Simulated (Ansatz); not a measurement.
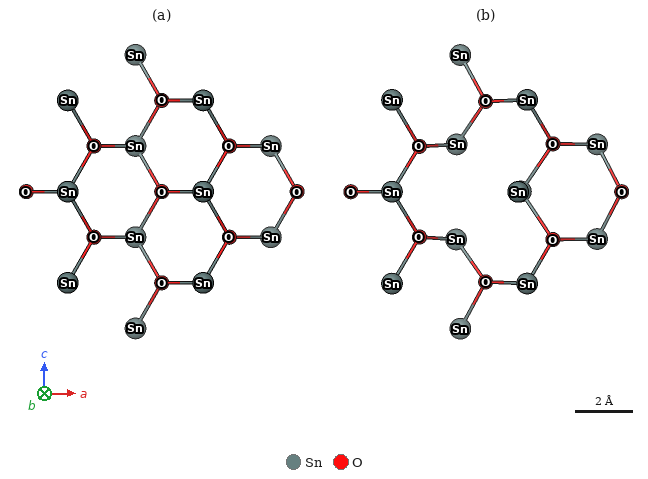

Left: perfect SnO$_{2}$. Right: the same region with one point defect, after relaxing the atoms in a supercell of 72 sites. The picture is a ball-and-stick view of the atoms within 5.4 Å of one point, in a slice 3.4 Å thick across the line of sight, seen along the b axis.

The calculation used DFT, PBEsol, PAW, plane waves (Ansatz). (plane-wave cutoff 420 eV; k-point mesh 1 × 1 × 1; mesh shifted by (0.25, 0.25, 0.25); no spin polarisation) Fermi-Dirac smearing of 0.01 eV. A uniform background neutralises the charged cell. The axes drawn are those of the host's conventional cell.

Question: Which defect is it?

Answer: An oxygen atom is replaced by tin.

The charge state of the cell is +2.

Question: How does the lattice respond?

Answer: In the host the O atom has 3 Sn at 2.07 Å; the Sn atom ends with 3 O at 2.09 to 2.19 Å. Of the host's atoms, a tin atom moves furthest from its site, by 1.12 Å. The Sn atom itself moves 1.25 Å from where it was put.

Limits of the set-up: the cell is charged, on a uniform background, and energies carry no finite-size correction.
